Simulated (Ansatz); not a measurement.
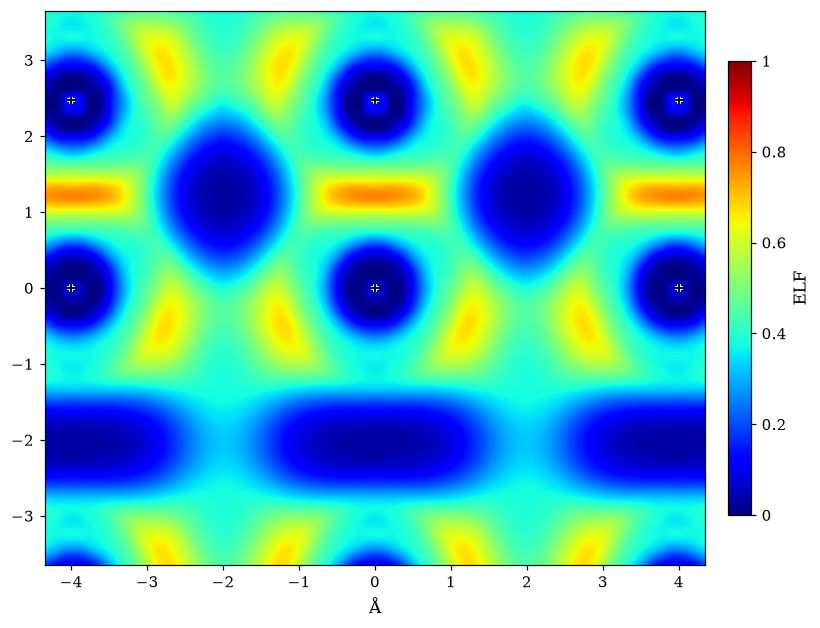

The ELF on a plane through atoms (crosses mark nuclei in the plane).

All numbers below come from DFT PBEsol, scalar-relativistic, plane waves, PAW (Ansatz).

Candidates:
A. Ge, a = 4.00 Å, b = 4.00 Å, c = 6.59 Å, α = 90.00°, β = 90.00°, γ = 120.00°. Space group P6₃/mmc; a structure from a database of computed crystals, not necessarily the ambient phase.
B. Ti, a = 5.58 Å, b = 5.62 Å, c = 5.62 Å, α = 108.78°, β = 109.77°, γ = 109.32°. Space group P1; changed on purpose from its base cell (all atoms moved at random (sigma 0.06 A a component), cell strained at random (sigma 0.01)); not relaxed (largest force 0.6 eV/Å); computed pressure about −3 GPa in this cell; computed without spin polarisation.

> Which system is this?

Candidate A: Ge on the (010) plane of the conventional cell, which holds Ge. Ge–Ge (2.47 Å): the ELF peaks at about 0.75 between the atoms.
